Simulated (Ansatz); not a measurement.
Read the following structure.

```xyz
4
Lattice="3.2655 0.0000 0.0000 0.0000 34.6137 0.0000 0.0000 0.0000 4.5700" Properties=species:S:1:pos:R:3 pbc="T T T"
P     0.0000   16.2580    2.6824
P     0.0000   18.3558    1.8876
P     1.6328   18.3558    0.3974
P     1.6328   16.2580    4.1726
```

Question: Give a crystallographic description of this input.

Answer: The element is phosphorus. The cell holds four atoms. Each P atom is coordinated by three P in a trigonal pyramidal arrangement at 2.21 to 2.24 Å. The bonds build P layers parallel to (010).

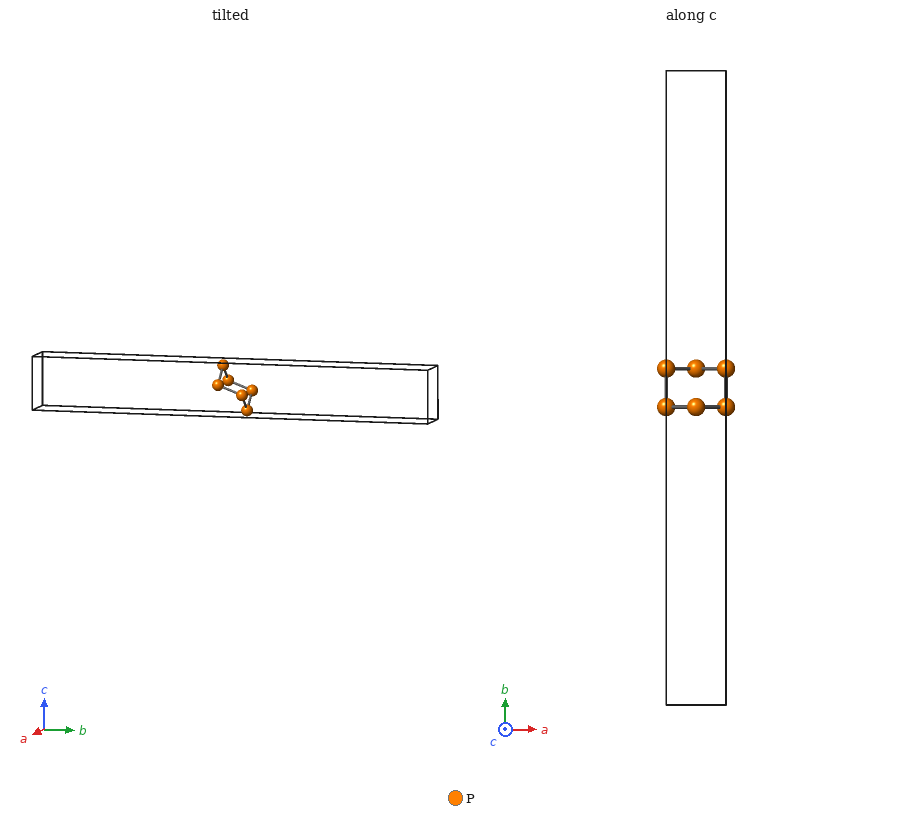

Structure drawing (ball-and-stick), viewed slightly off an axis and along the c axis. The simulation cell is drawn as a box.

The model was built from a structure listed in the Materials Project. The cell was then strained or its atoms displaced on purpose. An electronic-structure calculation with Ansatz was run on it.
